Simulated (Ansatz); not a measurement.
## Run report: HfO2, geometry relaxation

- system: HfO2 (3 atoms in the cell)
- method: DFT PBEsol, scalar-relativistic, plane waves, PAW, PAW set soft_1, no spin polarisation (Ansatz 0.2.0)

The structure derives from an entry of the Crystallography Open Database. Figures and captions count atoms from 1; the log counts them from 0 in places.

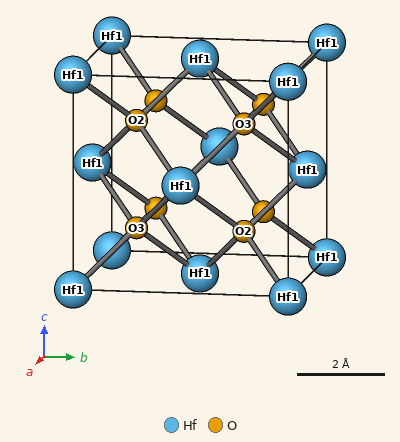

**Figure 1.** The starting structure (ball-and-stick view of the cell 4 times as large as that of the calculation, set on its symmetry axes, seen slightly off an axis; atoms are numbered from 1 in the order of the input). Near neighbours in the crystal (not all of them lie inside the picture): Hf has 8 O at 2.19 Å; O has 4 Hf at 2.19 Å.

### Summary

```json
{"quantity": "outcome", "value": "converged"}
{"quantity": "space group (tolerance 0.01 Å)", "value": "Fm-3m (225)"}
{"quantity": "electrons treated", "value": "38"}
{"quantity": "free energy", "value": "−16725.8507 eV"}
{"quantity": "Fermi energy", "value": "16.811 eV"}
{"quantity": "gap on the k-point mesh", "value": "3.69 eV"}
{"quantity": "pressure", "value": "−0.01 GPa"}
{"quantity": "final volume", "value": "32.09 Å³"}
{"quantity": "largest force (length of the vector) at the end", "value": "under 0.001 eV/Å"}
{"quantity": "final cell", "value": "a = 3.567 Å, b = 3.567 Å, c = 3.567 Å, α = 60.00°, β = 60.00°, γ = 60.00°"}
{"quantity": "hardware", "value": "4 threads of Arm Neoverse V1, 24 GiB of memory available, shared host"}
{"quantity": "wall time", "value": "2.1 s (CPU time 6.6 s)"}
{"quantity": "peak memory", "value": "0.32 GiB"}
```

Warnings of the run: the PAW datasets were made with another functional. Spin–orbit coupling is left out, which matters for Hf.

### The input
```yaml
crystal:
  lattice:
    - [0.0, 2.5235197248, 2.5235197248]
    - [2.5235197248, 0.0, 2.5235197248]
    - [2.5235197248, 2.5235197248, 0.0]
  atoms:
    - { symbol: Hf, position: [0.0, 0.0, 0.0] }
    - { symbol: O, position: [0.25, 0.25, 0.25] }
    - { symbol: O, position: [0.75, 0.75, 0.75] }
basis:
  ecutwfc: 420
kpoints:
  mp_grid: { grid: [8, 8, 8] }
hamiltonian:
  xc: pbesol
  pseudopotentials: { kind: paw, azcp: { folder: soft_1 } }
scf:
  occupations: { method: gaussian, width: 0.02 }
output:
  forces: true
  stress: true
  eigenvalues: true
  write_density: true
  write_potential: true
  elf: true
  volumetric_format: npy
relax:
  adjacent_minimum: "off"
  f_tol: 0.005
  max_steps: 80
  cell: { stress_tol: 0.05 }
```

Run as:
```bash
ansatz run input.yaml --threads 4 --pin off --max-ram 8192MiB --backend cpu --events-out ev --progress --plain --runs-dir out
```

### Output
```
Warning: [file] the record states the generating functional pbe (its physics header spells it `PBE`), which answers neither for hamiltonian.xc's functional nor for the pbesol family's — results may be inconsistent (PPs are generated against a specific XC)
Warning: [file] the record states the generating functional pbe (its physics header spells it `PBE`), which answers neither for hamiltonian.xc's functional nor for the pbesol family's — results may be inconsistent (PPs are generated against a specific XC)
Engine: ansatz 0.2.0, aarch64-unknown-linux-gnu
Pseudopotentials: kind: paw
Pseudopotential: Hf, paw, valence charge 26, recommended cutoff 420 eV (normal), [file]
Pseudopotential: O, paw, valence charge 6, recommended cutoff 420 eV (normal), [file]
Functional definition: PBEsol
  exchange = pbesol_x
  correlation = pbesol_c
Crystal: 3 atoms, lattice volume = 32.140 Å³
Basis set: ecut = 420 eV, 609 PW (Γ), exchange–correlation on 48×48×48 points (8 copies of the dense FFT grid, shifted against one another)
Bands: 23, of which v1, the nominal top of the filled ones, is band 19 counted from 1 (18 counted from 0)
Symmetry: 48 space group operations
Space group: Fm-3m (ITA 225), of the structure as read, at distance tolerance 3.2e-5 Å
k-points: 29 of 512
Non-local potential: Hf, projectors of the file, l = 0: 3, l = 1: 2, l = 2: 2, l = 3: 3
Non-local potential: O, projectors of the file, l = 0: 2, l = 1: 2, l = 2: 1
PAW form: soft (Blöchl's): semilocal exchange-correlation on the pseudo side does not see the compensation charge
PAW frozen core: Hf, regenerated for the run's functional, and the local potential with it (the file was generated under x = pbe(κ = 0.804, μ = 0.2195149727645171), c = pbe(β = 0.06672455060314922))
PAW frozen core: O, regenerated for the run's functional, and the local potential with it (the file was generated under x = pbe(κ = 0.804, μ = 0.2195149727645171), c = pbe(β = 0.06672455060314922))
PAW one-centre angular grid: Hf, 590 points (default); XC on 64 Gauss nodes
PAW one-centre angular grid: O, 110 points (default); XC on 64 Gauss nodes
Initial density: superposition of atomic densities (chi_scale 0.1, normalization cell, long waves kept (reshape's long-wave potential 0.00 eV rms))
Initial wavefunctions: pseudopotential atomic-orbital guess
Functional: x = pbesol(κ = 0.804, μ = 0.12345679012345678), c = pbesol(β = 0.046)
SCF iter   1: F=—  HF=-16726.434406 eV  |F-HF|=—  |Δ(HF+E_count)|=         —  Δρ=9.04e-2  dr2=1.92e0  ethr=3.10e-3  ⟨swp⟩=5.0  Hψ=2549  notcnv=0
preconditioner: auto → none  [insulator: Δε(μ)=3.036 eV  Ē_g=19.272 eV  σ=0.020 eV  W_gap=1.00  n_scr=14 (ndim 8)  ℏωp=39.3 eV  f_vac=0.001  D(μ)=0.00/eV (n_scr^D=0)  ε∞_Penn≈5.2]
SCF iter   2: F=—  HF=-16725.872262 eV  |F-HF|=—  |Δ(HF+E_count)|=   5.62e-1  Δρ=2.85e-2  dr2=1.36e-1  ethr=3.10e-3  ⟨swp⟩=2.7  Hψ=1588  notcnv=0
SCF iter   3: F=—  HF=-16725.850811 eV  |F-HF|=—  |Δ(HF+E_count)|=   2.15e-2  Δρ=1.07e-2  dr2=1.91e-2  ethr=3.58e-4  ⟨swp⟩=2.0  Hψ=1160  notcnv=0
SCF iter   4: F=—  HF=-16725.848481 eV  |F-HF|=—  |Δ(HF+E_count)|=   2.33e-3  Δρ=4.40e-3  dr2=2.74e-3  ethr=5.03e-5  ⟨swp⟩=2.2  Hψ=1341  notcnv=0
SCF iter   5: F=—  HF=-16725.850726 eV  |F-HF|=—  |Δ(HF+E_count)|=   2.24e-3  Δρ=1.17e-3  dr2=3.05e-4  ethr=7.20e-6  ⟨swp⟩=2.4  Hψ=1101  notcnv=0
SCF iter   6: F=—  HF=-16725.850621 eV  |F-HF|=—  |Δ(HF+E_count)|=   1.05e-4  Δρ=9.81e-5  dr2=1.41e-6  ethr=8.01e-7  ⟨swp⟩=2.0  Hψ=1107  notcnv=0
SCF iter   7: F=—  HF=-16725.850596 eV  |F-HF|=—  |Δ(HF+E_count)|=   2.50e-5  Δρ=2.35e-5  dr2=5.06e-8  ethr=2.63e-10  ⟨swp⟩=11.3  Hψ=6479  notcnv=0
SCF iter   8: F=-16725.850596 eV  HF=-16725.850596 eV  |F-HF|=5.27e-9  |Δ(HF+E_count)|=   3.92e-8  Δρ=4.67e-6  dr2=3.60e-9  ethr=1.33e-10  ⟨swp⟩=5.9  Hψ=4472  notcnv=0
SCF 1 converged in 8 iterations: F = -16725.850596 eV  dr2 = 3.60e-9
  greatest PAW one-centre occupation: 0.999 electrons in one spin orbital (limit 2), on the Hf atom at site 0 (counted from 0), in its partial waves of l = 3
relax step   1: F+E_penalty+E_count = -16725.85059575 eV  Δ(F+E_penalty+E_count) = +0.000e0 eV  max|allowed force component| = 5.782e-19 eV/Å  Δτ_max = 0.0000 Å  P = -0.395 GPa  Ω = 32.140 Å³  (8 SCF iters, dr2 threshold 1.00e-7 eV, accepted)
Crystal: 3 atoms, lattice volume = 32.085 Å³
Initial density: handed on by an earlier stage of this run
Initial wavefunctions: those handed on with the density
iter 1 solved again at ethr=6.11e-8 eV; its pass at ethr=3.10e-3 eV (dr2=2.32e-5 eV) is discarded
SCF iter   1: F=—  HF=-16725.850906 eV  |F-HF|=—  |Δ(HF+E_count)|=         —  Δρ=2.57e-4  dr2=1.75e-5  ethr=6.11e-8  ⟨swp⟩=2.0  Hψ=3521  notcnv=0
preconditioner: auto → none  [insulator: Δε(μ)=3.689 eV  Ē_g=18.261 eV  σ=0.020 eV  W_gap=1.00  n_scr=14 (ndim 8)  ℏωp=39.3 eV  f_vac=0.061  D(μ)=0.00/eV (n_scr^D=0)  ε∞_Penn≈5.6]
SCF iter   2: F=—  HF=-16725.850871 eV  |F-HF|=—  |Δ(HF+E_count)|=   3.51e-5  Δρ=8.85e-5  dr2=2.38e-6  ethr=4.60e-8  ⟨swp⟩=2.0  Hψ=1101  notcnv=0
SCF iter   3: F=—  HF=-16725.850870 eV  |F-HF|=—  |Δ(HF+E_count)|=   4.47e-7  Δρ=5.59e-5  dr2=8.09e-7  ethr=6.27e-9  ⟨swp⟩=2.0  Hψ=1095  notcnv=0
SCF iter   4: F=-16725.850870 eV  HF=-16725.850870 eV  |F-HF|=1.59e-8  |Δ(HF+E_count)|=   1.35e-7  Δρ=1.21e-5  dr2=2.42e-8  ethr=7.89e-10  ⟨swp⟩=10.3  Hψ=5305  notcnv=0
SCF 2 converged in 4 iterations: F = -16725.850870 eV  dr2 = 2.42e-8
relax step   2: F+E_penalty+E_count = -16725.85086995 eV  Δ(F+E_penalty+E_count) = -2.742e-4 eV  max|allowed force component| = 1.234e-17 eV/Å  Δτ_max = 0.0000 Å  P = +0.069 GPa  Ω = 32.085 Å³  energy of the carried Pulay correction = +2.181e-4 eV  (4 SCF iters, dr2 threshold 3.00e-7 eV, accepted)
Crystal: 3 atoms, lattice volume = 32.094 Å³
iter 1 solved again at ethr=1.33e-9 eV; its pass at ethr=3.10e-3 eV (dr2=5.05e-7 eV) is discarded
SCF iter   1: F=—  HF=-16725.850870 eV  |F-HF|=—  |Δ(HF+E_count)|=         —  Δρ=4.28e-5  dr2=3.93e-7  ethr=1.33e-9  ⟨swp⟩=2.0  Hψ=3523  notcnv=0
preconditioner: auto → none  [insulator: Δε(μ)=3.688 eV  Ē_g=18.258 eV  σ=0.020 eV  W_gap=1.00  n_scr=14 (ndim 8)  ℏωp=39.3 eV  f_vac=0.061  D(μ)=0.00/eV (n_scr^D=0)  ε∞_Penn≈5.6]
SCF iter   2: F=—  HF=-16725.850839 eV  |F-HF|=—  |Δ(HF+E_count)|=   3.04e-5  Δρ=1.35e-5  dr2=6.73e-8  ethr=1.03e-9  ⟨swp⟩=2.0  Hψ=1102  notcnv=0
SCF iter   3: F=—  HF=-16725.850839 eV  |F-HF|=—  |Δ(HF+E_count)|=   1.70e-8  Δρ=8.15e-6  dr2=1.49e-8  ethr=3.14e-11  ⟨swp⟩=8.4  Hψ=4539  notcnv=0
SCF iter   4: F=-16725.850839 eV  HF=-16725.850839 eV  |F-HF|=1.71e-10  |Δ(HF+E_count)|=   4.53e-9  Δρ=1.07e-6  dr2=2.70e-10  ethr=3.14e-11  ⟨swp⟩=7.3  Hψ=3874  notcnv=0
SCF 3 converged in 4 iterations: F = -16725.850839 eV  dr2 = 2.70e-10
relax step   3: F+E_penalty+E_count = -16725.85083921 eV  Δ(F+E_penalty+E_count) = +3.074e-5 eV  max|allowed force component| = 9.252e-18 eV/Å  Δτ_max = 0.0000 Å  P = -0.001 GPa  Ω = 32.094 Å³  energy of the carried Pulay correction = +1.856e-4 eV  (4 SCF iters, dr2 threshold 1.20e-8 eV, accepted)
Initial wavefunctions: pseudopotential atomic-orbital guess (no wavefunctions were taken with the density)
iter 1 solved again at ethr=2.34e-8 eV; its pass at ethr=3.10e-3 eV (dr2=8.89e-6 eV) is discarded
SCF iter   1: F=—  HF=-16725.850669 eV  |F-HF|=—  |Δ(HF+E_count)|=         —  Δρ=1.13e-5  dr2=6.60e-9  ethr=2.34e-8  ⟨swp⟩=4.0  Hψ=4970  notcnv=0
SCF iter   2: F=—  HF=-16725.850651 eV  |F-HF|=—  |Δ(HF+E_count)|=   1.74e-5  Δρ=6.16e-6  dr2=1.70e-9  ethr=1.74e-11  ⟨swp⟩=3.3  Hψ=1667  notcnv=0
SCF iter   3: F=—  HF=-16725.850651 eV  |F-HF|=—  |Δ(HF+E_count)|=   2.23e-9  Δρ=2.10e-6  dr2=3.15e-10  ethr=4.48e-12  ⟨swp⟩=2.0  Hψ=1149  notcnv=0
SCF iter   4: F=—  HF=-16725.850651 eV  |F-HF|=—  |Δ(HF+E_count)|=  2.22e-10  Δρ=4.99e-7  dr2=3.05e-11  ethr=1.00e-12  ⟨swp⟩=2.0  Hψ=1055  notcnv=0
SCF iter   5: F=-16725.850651 eV  HF=-16725.850651 eV  |F-HF|=3.64e-12  |Δ(HF+E_count)|=  7.28e-12  Δρ=2.03e-7  dr2=9.22e-12  ethr=1.00e-12  ⟨swp⟩=6.5  Hψ=3577  notcnv=0
SCF 4 converged in 5 iterations: F = -16725.850651 eV  dr2 = 9.22e-12
relax step   4: F+E_penalty+E_count = -16725.85065146 eV  Δ(F+E_penalty+E_count) = +1.878e-4 eV  max|allowed force component| = 8.095e-18 eV/Å  Δτ_max = 0.0000 Å  P = -0.011 GPa  Ω = 32.094 Å³  stress off target by 1.14e-2 GPa  SCF on the basis re-selected at this cell (its energy is not comparable with the rows above)  (5 SCF iters)
```

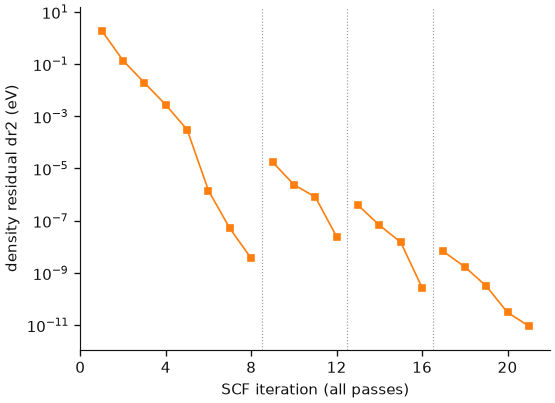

**Figure 2.** Convergence of the self-consistent field: density residual dr2 against the SCF iteration. The dotted lines part the SCF passes of the relaxation: geometry steps, rejected trials and re-solves on a re-selected basis. The passes take 8, 4, 4 and 5 iterations.

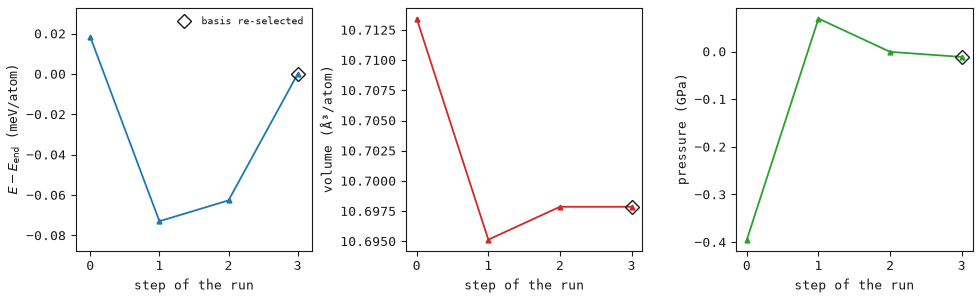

**Figure 3.** Progress of the relaxation, step by step (the first geometry is step 0 here and step 1 in the log). Over 2 geometry steps the energy falls by 0.1 meV per atom. All forces vanish by symmetry, so only the cell relaxes. Pressure: −0.39 GPa at the start and −0.01 GPa at the end. The atoms keep their places relative to the cell (all moves are under 0.005 Å). The volume changes by −0.1 %, with a = b = c 5.047 → 5.045 Å (0.0 %). The space group stays Fm-3m (No. 225). A last SCF at the same geometry on a re-selected plane-wave basis shifts the energy by +0.1 meV per atom.

```
basis re-selected at this cell: Δ(F+E_penalty+E_count) = +1.878e-4 eV, ΔP = -0.011 GPa vs the last step (what re-selecting the basis moved, of the pressure what is left beyond the Pulay correction that the steps carried, after the strain that the cell walked since its last selection, with what the two solves' SCF thresholds leave and, on support functions, any second-order correction that the steps lacked; it is no measure of the basis error at this ecutwfc). This SCF's stress stands 1.14e-2 GPa from its target on what of the cell is left free (relax.cell.stress_tol is 5.00e-2 GPa) and its largest allowed force component is 8.10e-18 eV/Å (relax.f_tol is 5.00e-3 eV/Å): within both
SCF converged after 5 iterations
Free energy (F): -16725.850651 eV
Harris-Foulkes:  -16725.850651 eV  (|F-HF|=3.64e-12)
Internal energy: -16725.850651 eV  (E = F + TS)
E sigma→0 (E₀):  -16725.850651 eV
Fermi energy:    16.811188 eV
--- Per-component energies (eV) ---
  E_band       = 13.551472
  E_kinetic    = 742.633180
  E_local      = -6936.066228  (includes V_loc(G=0)·N_el)
  E_nonlocal   = 176.431112
  E_hartree    = 3309.441098
  E_xc         = -406.038155
  E_vxc        = -436.285136  (∫ρ·V_xc dr)
  E_paw        = -7892.720259  (= ΣΔE_a)
  E_vpaw       = -152.045452  (= ΣTr[D̂ρ^β])
  E_aug_tail   = 0.001713  (compensation charges beyond the density's cutoff)
  E_ewald      = -5720.854745
  E_core_change = 1.321632  (= ΣΔE_core)
  E_smearing   = -0.000000  (= −TS)
  E_closure    = 0.000000  (closes the sum)
  Σ components = -16725.850651   (vs F -16725.850651, Δ=0.00e0)
--- Forces (eV/Å), atoms counted from 1 ---
  atom   1  Hf    -0.00000000     0.00000000     0.00000000
  atom   2  O     -0.00000000    -0.00000000    -0.00000000
  atom   3  O      0.00000000     0.00000000     0.00000000
  max |Σ_I F_I| component: 3.47e-18 eV/Å
--- Stress (GPa, compression-positive) ---
       -0.011417      -0.000000      -0.000000
       -0.000000      -0.011417      -0.000000
       -0.000000      -0.000000      -0.011417
  P = ⅓ Tr σ = -0.0114 GPa (-0.114 kbar)
--- Band table (eV; the first three rows and the last of 29) ---
  k-point 0: bands = ["-45.9768", "-14.5045", "-14.5045", "-14.5045", "-3.8641", "-0.8746", "4.1520", "4.1520", "4.1520", "4.2228", "4.2228", "4.2228", "4.4459", "9.4153", "9.4153", "9.4153", "14.3334", "14.3334", "14.3334", "18.7749", "18.7749", "20.6733", "25.5690"]
  k-point 1: bands = ["-45.9745", "-14.5806", "-14.5128", "-14.5128", "-3.6454", "-1.0262", "4.1555", "4.1555", "4.1560", "4.2164", "4.2164", "4.2229", "4.3943", "9.5741", "9.5741", "9.8682", "13.8613", "14.0315", "14.0315", "19.0811", "19.0811", "21.2879", "24.8247"]
  k-point 2: bands = ["-45.9689", "-14.7564", "-14.5325", "-14.5325", "-3.1317", "-1.3309", "4.1624", "4.1624", "4.1691", "4.2042", "4.2042", "4.2233", "4.3055", "9.9603", "9.9603", "10.8969", "12.9259", "13.4926", "13.4926", "19.5337", "19.5337", "21.9314", "24.2569"]
  k-point 28: bands = ["-45.9558", "-14.8334", "-14.8334", "-14.6450", "-1.8239", "-1.8239", "4.1769", "4.1826", "4.1852", "4.1876", "4.1876", "4.2141", "4.2141", "9.5148", "9.7040", "12.3095", "12.3095", "13.4781", "14.7527", "19.7363", "20.1000", "22.1272", "22.1272"]
--- Relaxed structure (3 steps of the walk, 3 accepted, 1 SCFs on fresh bases) ---
  F+E_penalty+E_count = -16725.85065146 eV   max|allowed force component| = 8.095e-18 eV/Å   (the final SCF, on the basis selected at the relaxed cell)
  cell:  # Å, volume = 32.0936 Å³
    - [-1.910764512335846e-35, 2.5222960034389637, 2.5222960034389637]
    - [2.5222960034389637, -6.050754289063513e-35, 2.5222960034389637]
    - [2.5222960034389637, 2.5222960034389637, -1.910764512335846e-35]
  atoms:
    - { symbol: Hf, position: [-1.3357515390499962e-35, 1.534499443186387e-35, 2.939812748684122e-36] }
    - { symbol: O, position: [0.25, 0.25, 0.25] }
    - { symbol: O, position: [0.75, 0.75, 0.75] }
```

### Trajectory as extended XYZ (Å, eV, eV/Å), 4 frames, from step=1 to step=4
```
3
Lattice="0.0000 2.5235 2.5235 2.5235 0.0000 2.5235 2.5235 2.5235 0.0000" Properties=species:S:1:pos:R:3:forces:R:3 step=1 energy=-16725.85060 pressure_GPa=-0.39
Hf    0.0000    0.0000    0.0000    0.0000   0.0000   0.0000
O     1.2618    1.2618    1.2618    0.0000   0.0000   0.0000
O     3.7853    3.7853    3.7853    0.0000   0.0000   0.0000
3
Lattice="0.0000 2.5221 2.5221 2.5221 0.0000 2.5221 2.5221 2.5221 0.0000" Properties=species:S:1:pos:R:3:forces:R:3 step=2 energy=-16725.85087 pressure_GPa=0.07
Hf    0.0000    0.0000    0.0000    0.0000   0.0000   0.0000
O     1.2610    1.2610    1.2610    0.0000   0.0000   0.0000
O     3.7831    3.7831    3.7831    0.0000   0.0000   0.0000
3
Lattice="0.0000 2.5223 2.5223 2.5223 0.0000 2.5223 2.5223 2.5223 0.0000" Properties=species:S:1:pos:R:3:forces:R:3 step=3 energy=-16725.85084 pressure_GPa=-0.00
Hf    0.0000    0.0000    0.0000    0.0000   0.0000   0.0000
O     1.2611    1.2611    1.2611    0.0000   0.0000   0.0000
O     3.7834    3.7834    3.7834    0.0000   0.0000   0.0000
3
Lattice="0.0000 2.5223 2.5223 2.5223 0.0000 2.5223 2.5223 2.5223 0.0000" Properties=species:S:1:pos:R:3:forces:R:3 step=4 energy=-16725.85065 pressure_GPa=-0.01
Hf    0.0000    0.0000    0.0000    0.0000   0.0000   0.0000
O     1.2611    1.2611    1.2611    0.0000   0.0000   0.0000
O     3.7834    3.7834    3.7834    0.0000   0.0000   0.0000
```

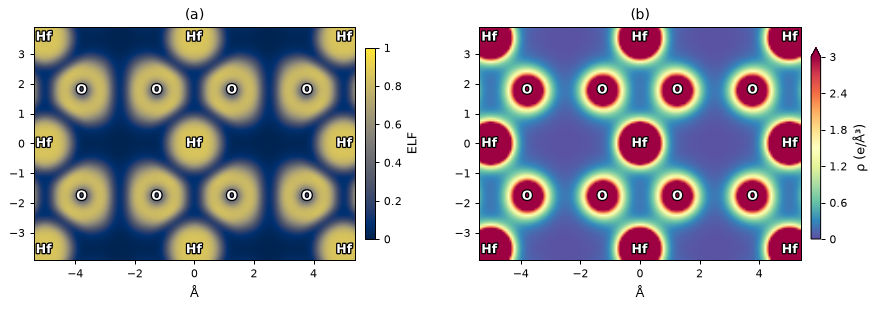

**Figure 4.** (a) ELF; (b) valence charge density (pseudo) on the (011) plane of the conventional cell. The section cuts through Hf and O sites. Hf–O (2.18 Å): ρ at the midpoint is about 0.56 e/Å³; the ELF peaks at about 0.85 in the valence shell of O, 0.6 Å from its nucleus, and drops to about 0.15 between the two atoms. Away from the nuclei the density in this plane falls to 0.02 e/Å³ at its lowest. The strong features right at Hf lie inside the PAW spheres (semicore, d or f shells) and say nothing about bonding. The fields are those of the smooth PAW valence density.

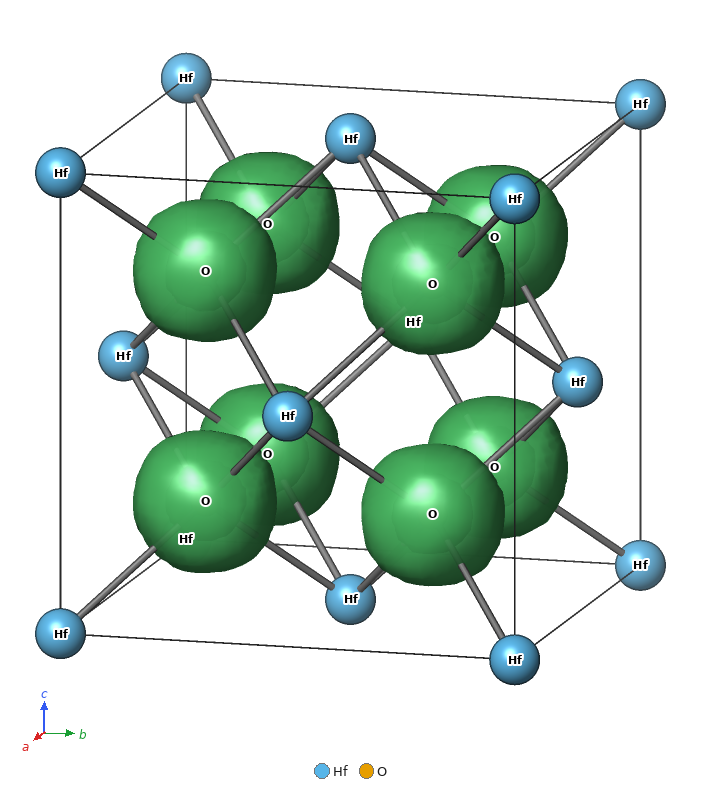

**Figure 5.** Isosurface of the ELF at 0.75 (green), seen slightly off an axis. Core shells and regions of very low density are left out. Sticks mark near contacts. The outline is the cell set on symmetry axes. Along the contacts the grid gives the following. Hf–O (2.18 Å): the ELF peaks at about 0.85 in the valence shell of O, 0.7 Å from its nucleus, and drops to about 0.15 between the two atoms.
